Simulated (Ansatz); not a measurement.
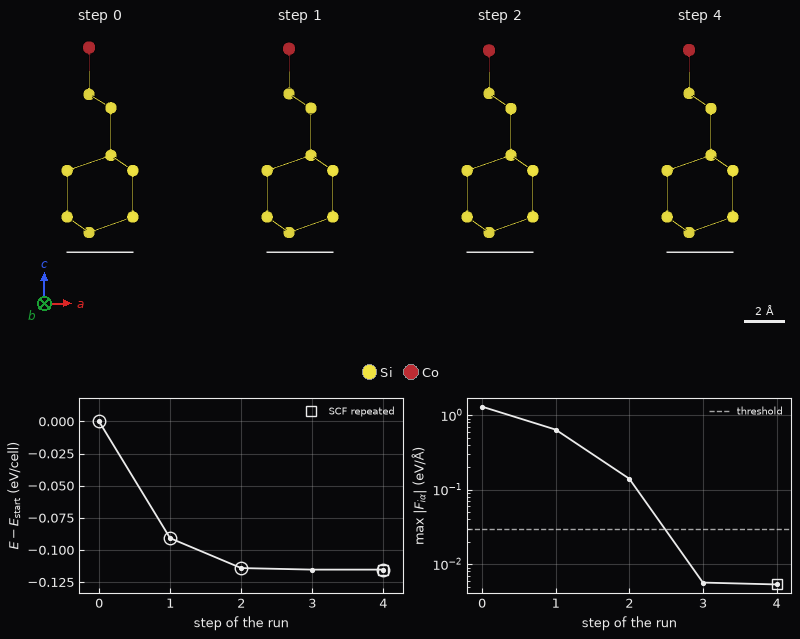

Frames of a constrained relaxation of a slab of composition CoSi₆ (cut from the Fd-3m phase), marked on the history of the run. Style: ball-and-stick. Shown: the 1 × 2 repeat of the cell, outlined in the plane, without the vacuum, along the b axis.

Case: Co put at a top Si site. The slab is the (1 1 1) face of Si with Co on it. 3 atoms are held fixed.

Level of theory: Ansatz 0.2.0, DFT PBEsol, scalar-relativistic, plane waves, PAW.

Input
```yaml
crystal:
  lattice:
    - [3.8417168264, 0.0, 0.0]
    - [-1.9208584132, 3.3270243658, 0.0]
    - [0.0, 0.0, 26.0576844708]
  atoms:
    - { symbol: Si, position: [0.3333333333, 0.6666666667, 0.3261993601] }
    - { symbol: Si, position: [0.0, 0.0, 0.3562936366] }
    - { symbol: Si, position: [0.0, 0.0, 0.4465764664] }
    - { symbol: Si, position: [0.6666666667, 0.3333333333, 0.4759187092] }
    - { symbol: Si, position: [0.6666666667, 0.3333333333, 0.5684833002] }
    - { symbol: Si, position: [0.3333333333, 0.6666666667, 0.5943515514] }
    - { symbol: Co, position: [0.3333333333, 0.6666666667, 0.6856873722], spin: 3.0 }
basis:
  ecutwfc: 420
kpoints:
  mp_grid: { grid: [9, 9, 1] }
hamiltonian:
  xc: pbesol
scf:
  occupations: { method: gaussian, width: 0.05 }
output:
  forces: true
  eigenvalues: true
  populations: true
  write_density: true
  write_potential: true
  elf: true
  volumetric_format: npy
magnetization:
  spin_polarized: true
relax:
  adjacent_minimum: "off"
  f_tol: 0.03
  max_steps: 70
  constraints: [{ sites: [0, 1, 2] }]
efield:
  axis: 3
  dipole_correction: true
  ramp_width: 0.04
```

Launched with:
```bash
ansatz run input.yaml --threads 1 --pin off --max-ram 2560MiB --backend cpu --events-out ev --progress --plain --runs-dir out
```

> What happens along the run?

Over 3 accepted moves (4 points after the start) the energy falls by 0.115 eV per cell of the calculation. The largest force component goes from 1.3 to 0.0053 eV/Å. 1 step only repeated the SCF at the same geometry. The largest move is that of Co7, 0.12 Å along the normal (−c). By element the largest moves are Co 0.12 Å, Si 0.05 Å. The cell doesn't change. Some distances before and after: Si6–Co7 2.380 → 2.204 Å, Si4–Si5 2.412 → 2.369 Å, Si5–Si6 2.318 → 2.345 Å. Among the angles between lasting bonds that change: Si4–Si5–Si6 106.9° → 108.9°, Si5–Si6–Co7 106.9° → 108.9°. Cost: 2.3 min on 1 thread of Intel(R) Xeon(R) Platinum 8375C CPU @ 2.90GHz (Ice Lake), with other jobs on the host, peak memory 0.68 GiB. From step 0 to 1: Co7 moves most (0.06 Å), energy −90.8 meV per cell of the calculation. From step 1 to 2: Co7 moves most (0.08 Å), energy −23.3 meV per cell of the calculation. From step 2 to 4: Co7 moves most (0.02 Å), energy −1.2 meV per cell of the calculation.

```csv
step,"E − E(0), meV/atom","largest force component, eV/Å",note
0,0.00,1.3017,
1,-12.97,0.6397,
2,-16.29,0.1402,
3,-16.46,0.0057,
4,-16.46,0.0053,"same geometry, SCF repeated"
```

Limits of the set-up: the periodic images lie only 3.8 Å apart, so the values are limited by the cell's size.
